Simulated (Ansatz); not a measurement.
System: a (100) slab cut from MgO (Fm-3m), ended by MgO planes, 12 atoms in the cell.

```yaml
crystal:
  lattice:
    - [3.00792, 0.00000, 0.00000]
    - [0.00000, 3.00792, 0.00000]
    - [0.00000, 0.00000, 25.63461]
  atoms:
    - { symbol: Mg, position: [0.50000, 0.50000, 0.29257] }
    - { symbol: O, position: [0.00000, 0.00000, 0.29257] }
    - { symbol: Mg, position: [0.00000, 0.00000, 0.37554] }
    - { symbol: O, position: [0.50000, 0.50000, 0.37554] }
    - { symbol: Mg, position: [0.50000, 0.50000, 0.45851] }
    - { symbol: O, position: [0.00000, 0.00000, 0.45851] }
    - { symbol: Mg, position: [0.00000, 0.00000, 0.54149] }
    - { symbol: O, position: [0.50000, 0.50000, 0.54149] }
    - { symbol: Mg, position: [0.50000, 0.50000, 0.62446] }
    - { symbol: O, position: [0.00000, 0.00000, 0.62446] }
    - { symbol: Mg, position: [0.00000, 0.00000, 0.70743] }
    - { symbol: O, position: [0.50000, 0.50000, 0.70743] }
```

Computed with Ansatz 0.2.0: DFT PBE, scalar-relativistic, plane waves, PAW, no spin polarisation, 9×9×1 k mesh, 420 eV cutoff.

What does the potential across the slab give for the band edges against vacuum?

From the vacuum level at the right face the ionisation potential is 4.83 eV and the electron affinity 1.53 eV; the left face gives the same. The slab's gap, their difference before rounding, is 3.30 eV. The two vacuum levels agree, so the slab has no net dipole along its normal. The outermost atoms are 10.6 Å apart, which leaves 15.0 Å of vacuum in a cell 25.6 Å high.

The atoms aren't at rest in this cell (largest force 0.4 eV/Å), so the relaxed material can differ.

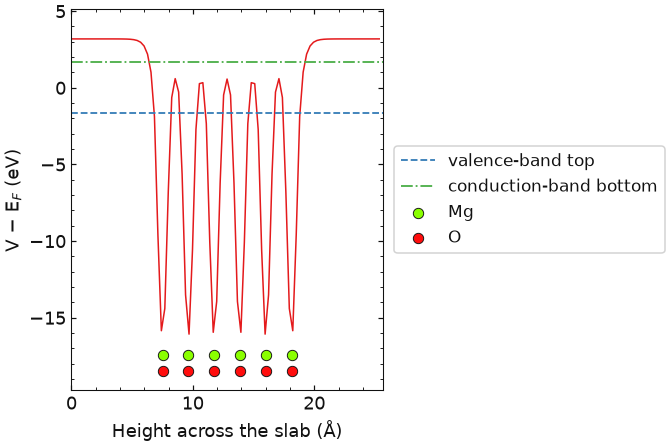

Plane-averaged electrostatic potential energy of an electron across the slab; circles at the bottom mark the heights of the atoms.
